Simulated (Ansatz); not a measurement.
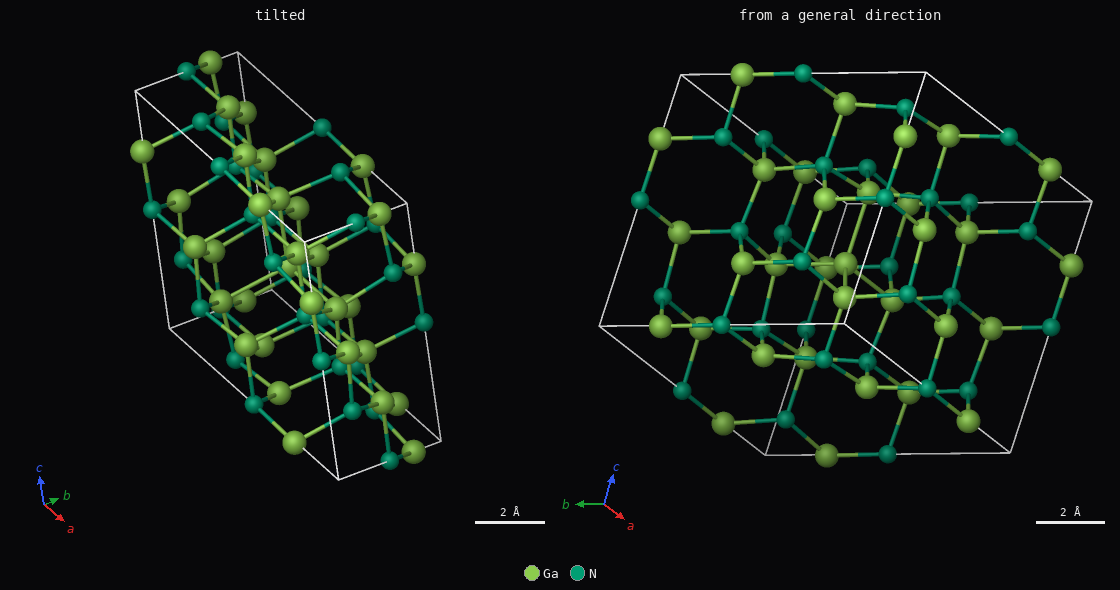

Ball-and-stick representation of a periodic structure, projected slightly off an axis and from a general direction. The lines enclose the supercell; boundary atoms appear with their images. The host is GaN, in a cell of 32 sites, and the cell carries a charge of -1.

What kind of defect was put in?

Answer. Gallium on a nitrogen site (an antisite). It is bonded to four Ga in a tetrahedral arrangement at about 2.2 Å.

Level of theory and settings: Ansatz, DFT PBE, scalar-relativistic, plane waves, PAW, 420 eV cutoff, a 2×2×2 k-point mesh, Gaussian smearing of 0.01 eV, collinear spins.

Does the cell have a net magnetic moment?

Answer. Yes, 1.0 μB in the cell.

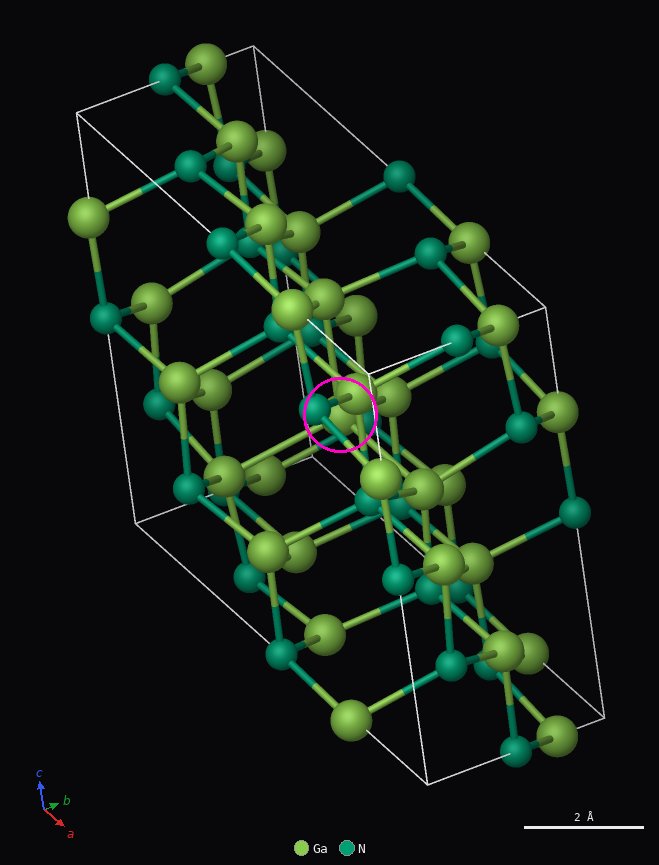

The same cell with a ring at the defect's site.

The atoms were relaxed in the host's cell with DFT PBE, scalar-relativistic, plane waves, PAW in Ansatz.
